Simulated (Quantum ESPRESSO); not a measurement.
# Relaxation of cell and atoms of LiF

The run: relaxation of cell and atoms of LiF (Fm-3m, 2 atoms in the cell). Method and program: Kohn-Sham DFT of a periodic cell, PBEsol with D4, PseudoDojo 0.4.1 SR PBE standard, no spin polarisation (Quantum ESPRESSO 7.5).

The structure derives from an entry of the Crystallography Open Database.

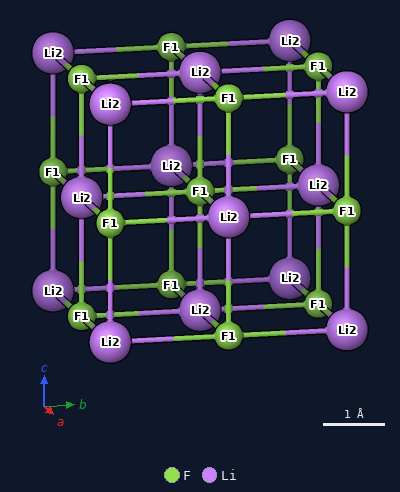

Figure 1. The structure as given in the input (ball-and-stick view of the cell 4 times as large as that of the calculation, set on its symmetry axes, seen slightly off an axis; atoms are numbered from 1 in the order of the input). An atom can appear more than once, as a periodic image.

## The input
```python
import numpy as np
from ase.calculators.espresso import Espresso, EspressoProfile
from ase.io import read

atoms = read('LiF.xyz')

input_data = {
    'control': {'calculation': 'scf', 'prefix': 'pwscf', 'outdir': './tmp', 'tprnfor': True, 'tstress': True, 'disk_io': 'low'},
    'system': {'ecutwfc': 84.0, 'nbnd': 10, 'input_dft': 'pbesol', 'occupations': 'smearing', 'smearing': 'fd', 'degauss': 0.00367493},
    'electrons': {'conv_thr': 4e-10, 'electron_maxstep': 120, 'mixing_beta': 0.5},
}
pseudopotentials = {'F': 'F.upf', 'Li': 'Li.upf'}
profile = EspressoProfile(command='pw.x', pseudo_dir='pseudo')
dft = Espresso(profile=profile, input_data=input_data, pseudopotentials=pseudopotentials, kpts=(11, 11, 11), koffset=(0, 0, 0))
from ase.calculators.mixing import SumCalculator
from dftd4.ase import DFTD4
d4 = DFTD4(method='pbesol')
atoms.calc = SumCalculator([dft, d4])

from ase.optimize import BFGS
from ase.filters import FrechetCellFilter
done = BFGS(FrechetCellFilter(atoms), trajectory='opt.traj').run(fmax=0.02, steps=30)
print('converged', done)
print('cell (A)', np.round(atoms.cell.cellpar(), 5))
print(f'energy {atoms.get_potential_energy():.8f} eV')
print('forces (eV/A)')
print(np.round(atoms.get_forces(), 6))
print('stress (eV/A^3, Voigt)')
print(np.round(atoms.get_stress(), 8))
print(f'Fermi level {dft.get_fermi_level():.4f} eV')
print(f'D4 part {d4.get_potential_energy(atoms):.8f} eV')
atoms.write('final.traj')
```

## File LiF.xyz
```
2
Lattice="0.0000000000 2.0140000000 2.0140000000 2.0140000000 0.0000000000 2.0140000000 2.0140000000 2.0140000000 0.0000000000" Properties=species:S:1:pos:R:3 pbc="T T T"
F      2.0140000000      2.0140000000      2.0140000000
Li     0.0000000000      0.0000000000      0.0000000000
```

Hardware: 1 thread of Arm Neoverse V2, 24 GiB of memory available, shared host.

Launched with:
```bash
OMP_NUM_THREADS=1 python run.py
```

## Output
```
Step          Energy          fmax
BFGS:    0     -867.085027        0.094560
BFGS:    1     -867.085391        0.087521
BFGS:    2     -867.087503        0.002960
converged True
cell (A) [ 2.8225   2.8225   2.8225  59.99999 59.99999 59.99999]
energy -867.08750313 eV
forces (eV/A)
[[-0. -0.  0.]
 [ 0.  0.  0.]]
stress (eV/A^3, Voigt)
[-3.7238e-04 -3.7238e-04 -3.7238e-04 -7.0000e-08 -7.0000e-08 -7.0000e-08]
Fermi level 5.1981 eV
D4 part -0.07190580 eV
```

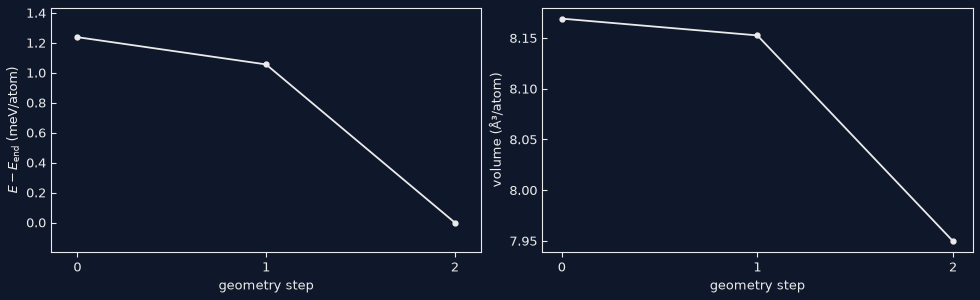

Figure 2. Progress of the relaxation, step by step (steps are counted from 0).

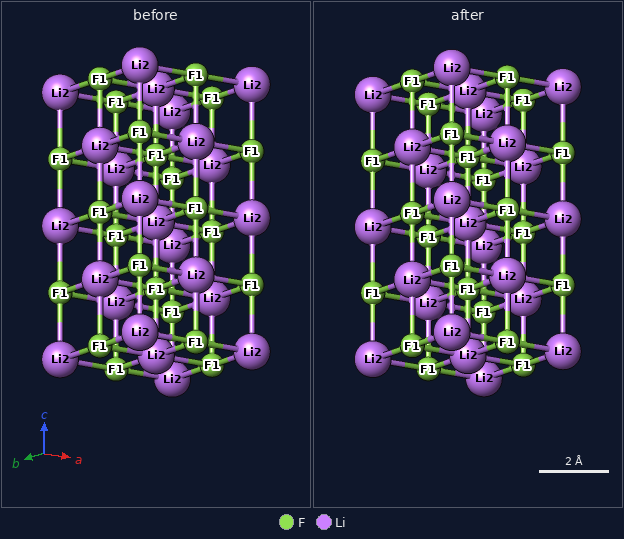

Figure 3. Before (left) and after (right) the relaxation, at one scale (ball-and-stick view of the cell 4 times as large as that of the calculation, set on its symmetry axes, repeated 1 × 1 × 2, seen at an oblique angle). The energy falls by 1.2 meV per atom in 2 geometry steps. All forces vanish by symmetry, so only the cell relaxes. No atom moves by more than 0.005 Å relative to the cell. The drawn cell changes as follows: a = b = c 4.028 → 3.992 Å (−0.9 %); the volume changes by −2.7 %. Among the contacts that change: F1–Li2 2.014 → 1.996 Å. The space group stays Fm-3m (No. 225). (Atoms are counted from 1 in the order of the input.)

## Results in brief

- outcome: converged
- space group (tolerance 0.01 Å): Fm-3m (225)
- electrons treated: 10
- free energy: −867.0876 eV
- dispersion energy: −0.0719 eV
- Fermi energy: 5.198 eV
- gap on the k-point mesh: 9.14 eV
- pressure: 0.06 GPa
- final volume: 15.90 Å³
- largest force (length of the vector) at the end: under 0.001 eV/Å
- final cell: a = 2.823 Å, b = 2.823 Å, c = 2.823 Å, α = 60.00°, β = 60.00°, γ = 60.00°
- wall time: 28 s
- peak memory: 0.09 GiB

## Notes

Further notes kept with the run: potentials made for another functional. Points of doubt noted for this run: potentials made for another functional.
